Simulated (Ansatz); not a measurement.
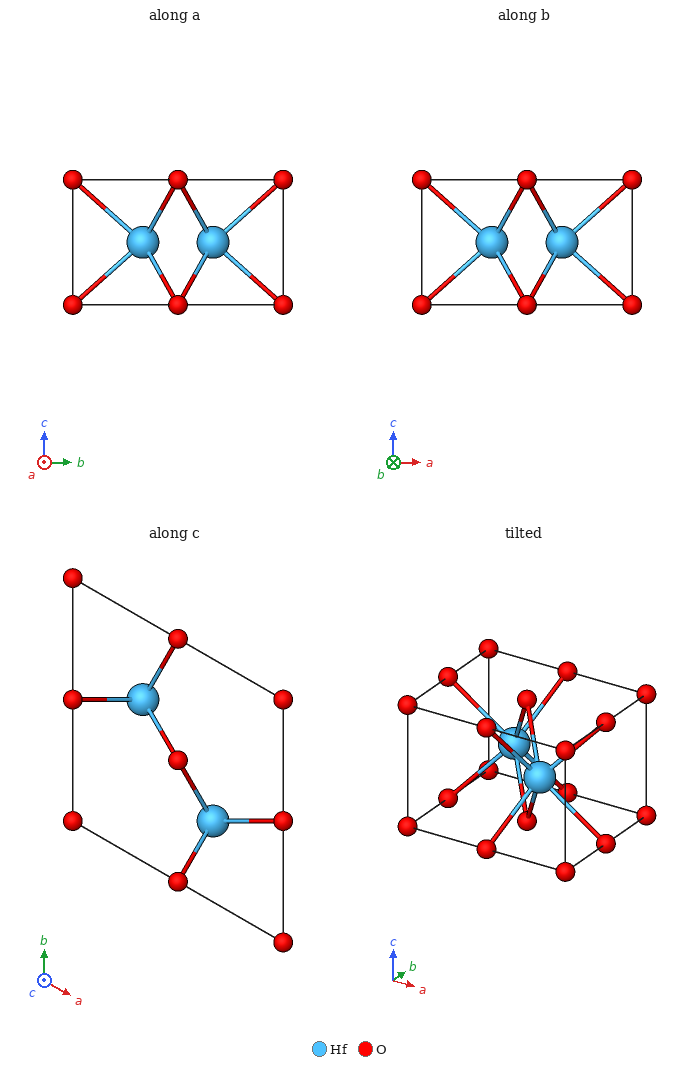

Ball-and-stick representation of a periodic structure, projected along the a axis, along the b axis, along the c axis and slightly off an axis. The frame is the conventional unit cell; atoms at its boundary are shown with their periodic copies.

Lattice parameters: a = 5.5307 Å, b = 5.5307 Å, c = 2.8522 Å, α = 90.000°, β = 90.000°, γ = 120.000°.

Write the structure as a CIF in P1 with every atom of the cell.

```cif
data_structure
_symmetry_space_group_name_H-M 'P 1'
_symmetry_Int_Tables_number 1
_cell_length_a 5.5307
_cell_length_b 5.5307
_cell_length_c 2.8522
_cell_angle_alpha 90.000
_cell_angle_beta 90.000
_cell_angle_gamma 120.000
_cell_volume 75.56
loop_
_atom_site_label
_atom_site_type_symbol
_atom_site_fract_x
_atom_site_fract_y
_atom_site_fract_z
_atom_site_occupancy
Hf1 Hf 0.3333 0.6667 0.5000 1
Hf2 Hf 0.6667 0.3333 0.5000 1
O1 O 0.5000 0.0000 0.0000 1
O2 O 0.0000 0.5000 0.0000 1
O3 O 0.5000 0.5000 0.0000 1
O4 O 0.0000 0.0000 0.0000 1
```

Origin of the cell: a random cell made by a generator, so it need not be a real form of the compound. The structure drawn was relaxed with DFT PBE, scalar-relativistic, plane waves, PAW (Ansatz).
